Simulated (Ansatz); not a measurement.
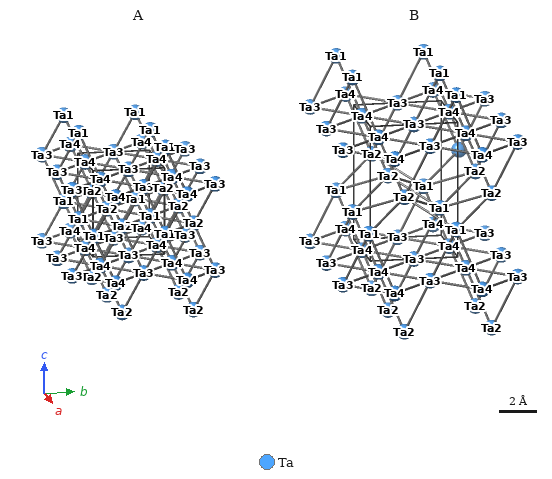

Two geometries of solid Ta (a generated structure, set up in Cmme) (coarse preliminary run), drawn at one scale. One is the start of a relaxation, the other its converged end. The picture is a ball-and-stick view of the cell of the calculation, repeated 2 × 1 × 1 with one cell outlined, seen slightly off an axis.

Method: DFT PBE, scalar-relativistic, plane waves, PAW in Ansatz 0.2.0. Settings: plane-wave cutoff 420 eV; k-point mesh 4 × 4 × 2; occupations gaussian; smearing width 0.1 eV; no spin polarisation; cell and atoms relaxed; force threshold 0.04 eV/Å; at most 70 steps.

Q: Which geometry has the lower energy?

A: Structure A is the relaxed one. The energy falls by 15.915 eV per cell of the calculation in 12 accepted moves (13 points after the start). Largest force component: 0.44 eV/Å at the start, 0.00077 eV/Å at the end. The pressure goes from −21.75 to −0.03 GPa. At 1 point the geometry stayed and the basis and grid were re-selected for the new cell (energy shift of 3.5 meV per cell of the calculation at most each time). The largest moves relative to the cell, 0.43 Å, are those of Ta1 and Ta2. Ta2 goes along −c. Cell: a = b 4.915 → 4.003 Å (−18.6 %), c 7.673 → 4.918 Å (−35.9 %), γ 90.0° → 87.3°. Volume −57.5 %. Near-neighbour distances that change, for instance: Ta1–Ta3 4.832 → 2.854 Å, Ta1–Ta2 3.728 → 2.762 Å, Ta1–Ta2 (another image) 3.725 → 2.897 Å, Ta1–Ta3 (another image) 3.610 → 2.854 Å. New bonds form: Ta1–Ta3 (4.83 → 2.85 Å), Ta1–Ta4 (4.83 → 2.85 Å), Ta2–Ta3 (4.83 → 2.85 Å), Ta2–Ta4 (4.83 → 2.85 Å). Among the angles between lasting bonds that change: Ta2–Ta1–Ta2 137.7° → 180.0°, Ta2–Ta1–Ta3 82.4° → 59.5°, Ta2–Ta1–Ta4 139.9° → 120.5°. The space group (tolerance 0.01 Å) goes from Cmme (No. 67) to Cmmm (No. 65). The run took 45 s on 1 thread of Arm Neoverse V2, on a shared host, peak memory 0.41 GiB.

Limits of the set-up: the k-point mesh is coarse for a cell with partly filled bands.
